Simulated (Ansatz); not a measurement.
**Run report: W, single-point calculation**

W (Pm-3m, 1 atom in the cell), computed with DFT PBE, scalar-relativistic, plane waves, PAW, no spin polarisation (Ansatz 0.2.0).

The structure derives from an entry of the Crystallography Open Database. It belongs to a series of runs on one base structure; here: ratio of the length along [111] to the lengths across it x 2.0, volume and fractional coordinates fixed.

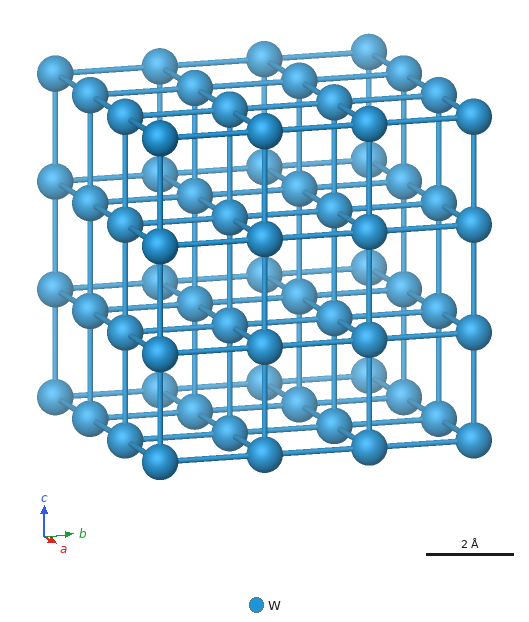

*The structure (ball-and-stick view of the cell of the calculation, set on other vectors, repeated 3 × 3 × 3, seen slightly off an axis).*

Near neighbours in the crystal (not all of them lie inside the picture): W has 6 W at 2.54 Å.

## Input file
```yaml
crystal:
  lattice:
    - [-0.8451852334, 1.6903704669, 1.6903704669]
    - [1.6903704669, -0.8451852334, 1.6903704669]
    - [1.6903704669, 1.6903704669, -0.8451852334]
  atoms:
    - { symbol: W, position: [0.0, 0.0, 0.0] }
basis:
  ecutwfc: 420
kpoints:
  mp_grid: { grid: [24, 24, 24] }
hamiltonian:
  xc: pbe
scf:
  occupations: { method: gaussian, width: 0.15 }
output:
  forces: true
  stress: true
  eigenvalues: true
  write_density: true
  write_potential: true
  elf: true
  volumetric_format: npy
```

Hardware: 1 thread of Arm Neoverse V2, 24 GiB of memory available, shared host.

Launched with:
```bash
ansatz run input.yaml --threads 1 --pin off --max-ram 2560MiB --backend cpu --events-out ev --progress --plain --runs-dir out
```

## What the program printed
```
Engine: ansatz 0.2.0, aarch64-unknown-linux-gnu
Pseudopotentials: kind: paw
Pseudopotential: W, paw, valence charge 14, recommended cutoff 420 eV (normal), W.paw.azcp
Functional definition: PBE
  parameter kappa = 0.804
  parameter beta = 0.06672455060314922
  exchange = pbe_x(kappa = kappa, mu = beta*pi^2/3)
  correlation = pbe_c(beta = beta)
Crystal: 1 atoms, lattice volume = 16.301 Å³
Basis set: ecut = 420 eV, 305 PW (Γ), exchange–correlation on 36×36×36 points (8 copies of the dense FFT grid, shifted against one another)
Bands: 11, of which v1, the nominal top of the filled ones, is band 7 counted from 1 (6 counted from 0)
Symmetry: 48 space group operations
Space group: Pm-3m (ITA 221), of the structure as read, at distance tolerance 2.5e-5 Å
k-points: 455 of 13824
Non-local potential: W, projectors of the file, l = 0: 3, l = 1: 2, l = 2: 2, l = 3: 1
PAW form: soft (Blöchl's): semilocal exchange-correlation on the pseudo side does not see the compensation charge
PAW one-centre angular grid: W, 590 points (default); XC on 64 Gauss nodes
Initial density: superposition of atomic densities (neutral atoms: chi_scale 0, normalization atom), corrected by the library's trained network
Initial wavefunctions: pseudopotential atomic-orbital guess
Functional: x = pbe(κ = 0.804, μ = 0.2195149727645171), c = pbe(β = 0.06672455060314922)
SCF iter   1: F=—  HF=-10383.195943 eV  |F-HF|=—  |Δ(HF+E_count)|=         —  Δρ=4.23e-3  dr2=1.42e-3  ethr=1.77e-3  ⟨swp⟩=5.0  Hψ=26852  notcnv=0
preconditioner: auto → none  [metal: Δε(μ)=0.002 eV  Ē_g=8.719 eV  σ=0.150 eV  W_gap=0.01  n_scr=6 (ndim 8)  ℏωp=22.5 eV  f_vac=0.000  D(μ)=0.99/eV (n_scr^D=6)  sad-step TF]
SCF iter   2: F=—  HF=-10383.195983 eV  |F-HF|=—  |Δ(HF+E_count)|=   3.98e-5  Δρ=2.58e-3  dr2=4.92e-4  ethr=1.02e-5  ⟨swp⟩=1.9  Hψ=9497  notcnv=0
SCF iter   3: F=—  HF=-10383.196213 eV  |F-HF|=—  |Δ(HF+E_count)|=   2.30e-4  Δρ=3.73e-4  dr2=2.24e-5  ethr=3.51e-6  ⟨swp⟩=1.7  Hψ=5577  notcnv=0
SCF iter   4: F=—  HF=-10383.196181 eV  |F-HF|=—  |Δ(HF+E_count)|=   3.21e-5  Δρ=1.18e-4  dr2=1.01e-6  ethr=1.60e-7  ⟨swp⟩=2.7  Hψ=7330  notcnv=0
SCF iter   5: F=—  HF=-10383.196181 eV  |F-HF|=—  |Δ(HF+E_count)|=   3.34e-7  Δρ=4.33e-5  dr2=2.63e-7  ethr=7.21e-9  ⟨swp⟩=2.0  Hψ=8007  notcnv=0
SCF iter   6: F=-10383.196181 eV  HF=-10383.196181 eV  |F-HF|=1.13e-8  |Δ(HF+E_count)|=   1.15e-7  Δρ=9.76e-6  dr2=1.36e-8  ethr=7.14e-10  ⟨swp⟩=9.5  Hψ=32246  notcnv=0
SCF 1 converged in 6 iterations: F = -10383.196181 eV  dr2 = 1.36e-8
  greatest PAW one-centre occupation: 0.999 electrons in one spin orbital (limit 2), on the W atom at site 0 (counted from 0), in its partial waves of l = 0
```

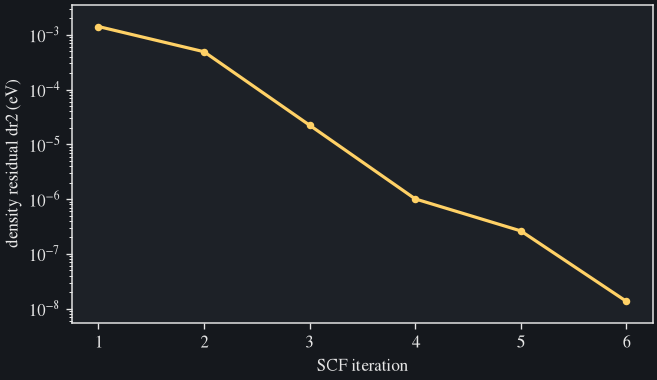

*Convergence of the self-consistent field: density residual dr2 against the SCF iteration.*

The residual falls at every step.

```
SCF converged after 6 iterations
Free energy (F): -10383.196181 eV
Harris-Foulkes:  -10383.196181 eV  (|F-HF|=1.13e-8)
Internal energy: -10383.185010 eV  (E = F + TS)
E sigma→0 (E₀):  -10383.190595 eV
Entropy (-TS):   -0.011171 eV (-11.171 meV/atom)
Fermi energy:    21.837252 eV
--- Per-component energies (eV) ---
  E_band       = -90.822395
  E_kinetic    = 453.643219
  E_local      = -678.474354  (includes V_loc(G=0)·N_el)
  E_nonlocal   = 3.765132
  E_hartree    = 247.785972
  E_xc         = -267.341620
  E_vxc        = -239.415076  (∫ρ·V_xc dr)
  E_paw        = -8563.463443  (= ΣΔE_a)
  E_vpaw       = -125.909623  (= ΣTr[D̂ρ^β])
  E_aug_tail   = -0.000065  (compensation charges beyond the density's cutoff)
  E_ewald      = -1579.099850
  E_smearing   = -0.011171  (= −TS)
  E_closure    = -0.000000  (closes the sum)
  Σ components = -10383.196181   (vs F -10383.196181, Δ=0.00e0)
--- Forces (eV/Å), atoms counted from 1 ---
  atom   1  W     -0.00000000    -0.00000000    -0.00000000
  max |Σ_I F_I| component: 1.44e-32 eV/Å
--- Stress (GPa, compression-positive) ---
       32.431093       0.000000      -0.000000
        0.000000      32.431093      -0.000000
       -0.000000      -0.000000      32.431093
  P = ⅓ Tr σ = 32.4311 GPa (324.311 kbar)
--- Band table (eV; the first three rows and the last of 455) ---
  k-point 0: bands = ["-52.1361", "-15.5899", "-15.5899", "-15.5899", "12.6632", "16.8296", "16.8296", "27.3239", "27.3239", "27.3239", "37.4655"]
  k-point 1: bands = ["-52.1335", "-15.6241", "-15.5872", "-15.5872", "12.7285", "16.8465", "16.9026", "27.2024", "27.2024", "27.3319", "37.1126"]
  k-point 2: bands = ["-52.1258", "-15.7234", "-15.5790", "-15.5790", "12.9175", "16.8964", "17.1214", "26.8650", "26.8650", "27.3557", "36.2539"]
  k-point 454: bands = ["-51.6836", "-16.9027", "-16.9027", "-16.9027", "17.2250", "17.2250", "17.2250", "28.8829", "30.8173", "30.8173", "35.0379"]
```

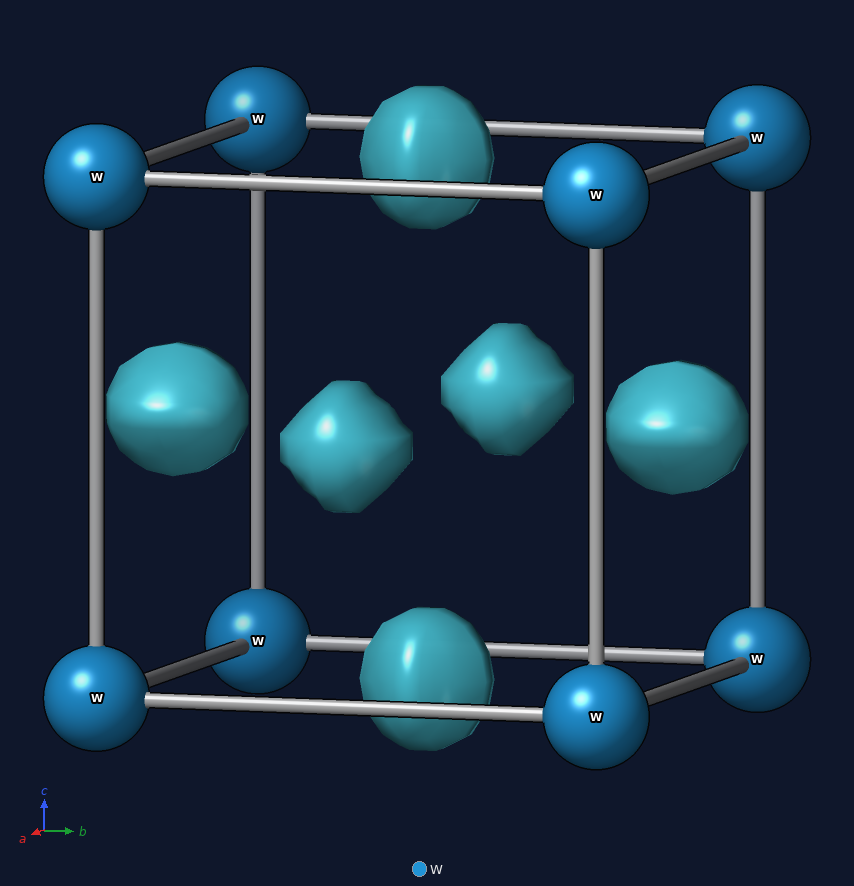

*Isosurface of the electron localisation function at 0.45 (cyan), seen slightly off an axis. Core shells and regions of very low density are left out. Sticks mark near contacts. The outline is the cell set on symmetry axes.*

Values along the shortest contacts: W–W (2.54 Å): the ELF is about 0.40 at the midpoint, as expected for metallic bonding. The fields are those of the smooth PAW valence density.

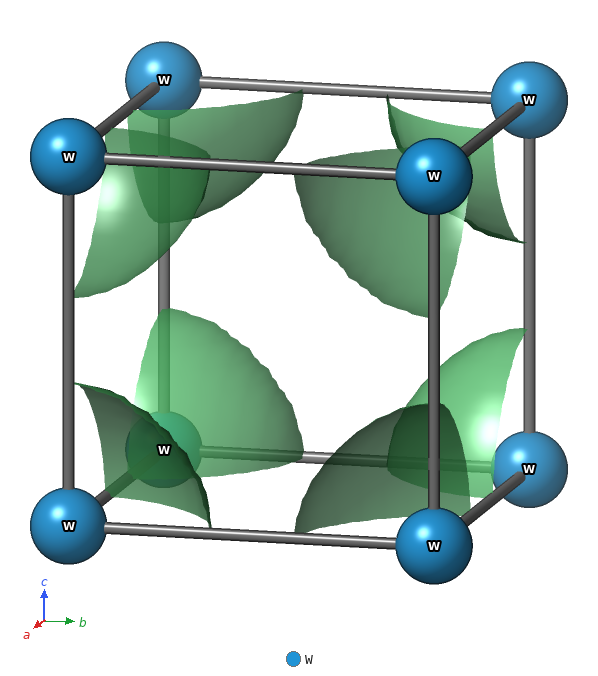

*Isosurface of the valence pseudo-density at 1 e/Å³ (green), seen slightly off an axis. Sticks mark near contacts. The outline is the cell set on symmetry axes.*

At this value the density breaks into separate islands; it holds about 65 % of the electrons treated as valence (semicore included). It is pinched off along the W–W (2.54 Å) contacts. On the grid the lowest density along these lines, outside the cores, is 0.59 e/Å³ (W–W, 2.54 Å).

## Summary

```csv
quantity,value
outcome,converged
space group (tolerance 0.01 Å),Pm-3m (221)
electrons treated,14
free energy,−10383.1962 eV
Fermi energy,21.837 eV
gap on the k-point mesh,none (metallic)
pressure,32.43 GPa
largest force (length of the vector),under 0.001 eV/Å
wall time,5.2 s
peak memory,0.35 GiB
```

## Notes

Spin–orbit coupling is left out, which matters for W. The cell is under a pressure of 32 GPa at this level, so it is not at its equilibrium volume.
